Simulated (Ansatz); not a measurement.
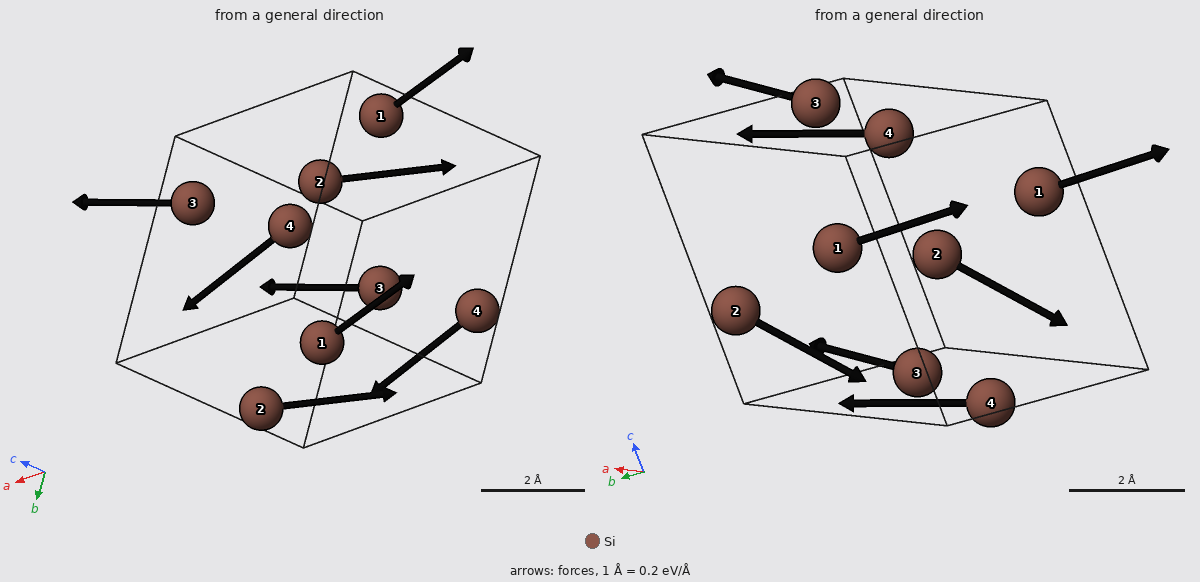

Figure: spheres-only view from two general directions. The frame is the cell (the run's own, in a reduced setting); atoms at its boundary are shown with their periodic copies. The arrows are the computed forces on the atoms.

System: Si. The calculation used DFT r2SCAN, scalar-relativistic, plane waves, PAW (Ansatz), with E_cut = 500 eV, k-points about 0.19 Å⁻¹ apart, Gaussian smearing of 0.05 eV, no spin polarisation.

Q: Could this be the end point of a relaxation?

A: No. The atoms still feel forces of up to about 0.46 eV/Å, far above a usual threshold of 0.01 to 0.03 eV/Å.

Q: Which atom is pushed hardest?

A: All Si atoms, about 0.46 eV/Å.

The model was built from a structure listed in the Materials Project. The cell was then strained or its atoms displaced on purpose. A calculation with Ansatz used it as input.
